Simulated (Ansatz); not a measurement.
Cu (Fd-3m, No. 227): the end point of a relaxation with DFT PBE, scalar-relativistic, plane waves, PAW in Ansatz 0.2.0; the starting structure was generated, so it need not be a known form of this composition.

```
Cu
1.0
     6.84721    0.00000    0.00000
     0.00000    6.84721    0.00000
     0.00000    0.00000    6.84721
Cu
16
Direct
  0.12500 0.12500 0.12500
  0.62500 0.87500 0.37500
  0.37500 0.12500 0.37500
  0.87500 0.87500 0.12500
  0.12500 0.62500 0.62500
  0.62500 0.37500 0.87500
  0.37500 0.62500 0.87500
  0.87500 0.37500 0.62500
  0.62500 0.12500 0.62500
  0.12500 0.87500 0.87500
  0.87500 0.12500 0.87500
  0.37500 0.87500 0.62500
  0.62500 0.62500 0.12500
  0.12500 0.37500 0.37500
  0.87500 0.62500 0.37500
  0.37500 0.37500 0.12500
```

> What will a HAADF-like image along [210] show? Simulation: incoherent imaging, intensity Z^1.7 per atom, probe width 0.50 Å, thin sample. The display is stretched by a gamma of 0.65; percentages refer to the linear signal. Shot noise was added.

The columns repeat on a rectangular net of 0.77 × 1.71 Å (plane group p2mm). All columns are alike (Cu). The shortest distance between visible columns is 0.77 Å in projection. Along the beam the structure repeats every 15.31 Å.

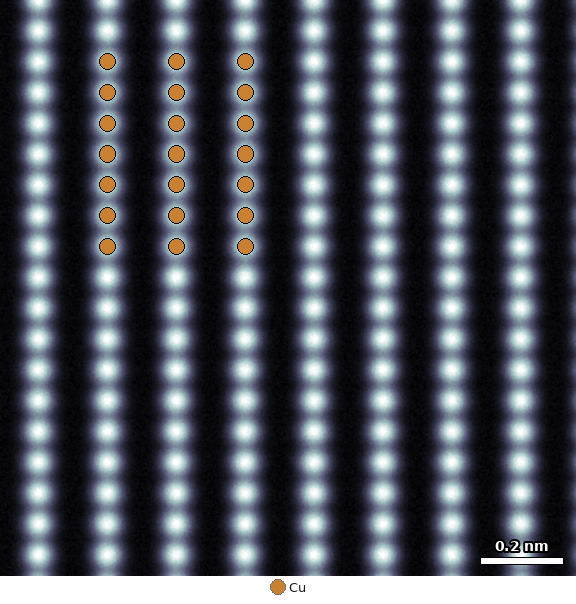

The simulated image, with the columns of the model marked in one corner.
